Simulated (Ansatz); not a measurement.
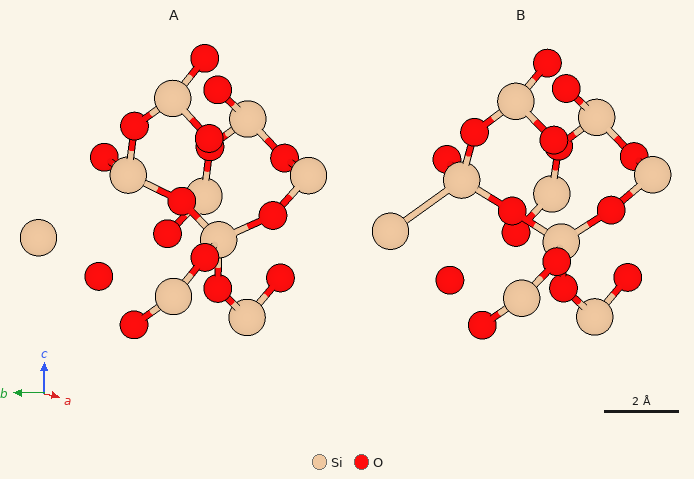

Two geometries of a defect cell of composition Si₂₄O₄₇, drawn at one scale. One is the start of a relaxation, the other its converged end. The picture is a ball-and-stick view of the atoms within 4.2 Å of the atom that moves most (axes of the cell of the calculation, reduced to other axes (origin shifted)), seen from a free direction. Lengths and directions refer to the drawn axes.

The calculation used Ansatz 0.2.0, DFT, PBEsol, PAW, plane waves. Set-up: plane-wave cutoff 420 eV; k-point mesh 1 × 1 × 1; mesh shifted by (0.25, 0.25, 0.25); no spin polarisation; atoms relaxed in a fixed cell; force threshold 0.03 eV/Å; at most 80 steps.

### Which geometry has the lower energy?

Structure B is the relaxed one. After 6 geometry steps the energy has fallen by 2.414 eV per cell of the calculation. The largest force component goes from 3.9 to 0.014 eV/Å. The atom that moves furthest is an O atom (0.57 Å along [−1 3 −2]). By element the largest moves are O 0.57 Å, Si 0.43 Å. The cell stays as it was. Among the contacts that change: Si–Si 3.062 → 2.440 Å, O–Si 1.540 → 1.619 Å, O–Si 1.575 → 1.639 Å, O–Si 1.584 → 1.618 Å. New bonds form, among them: Si–Si (3.06 → 2.44 Å). Among the angles between lasting bonds that change: Si–O–Si 142.8° → 158.3°, Si–O–Si 144.8° → 159.5°, O–Si–O 111.0° → 105.1°.
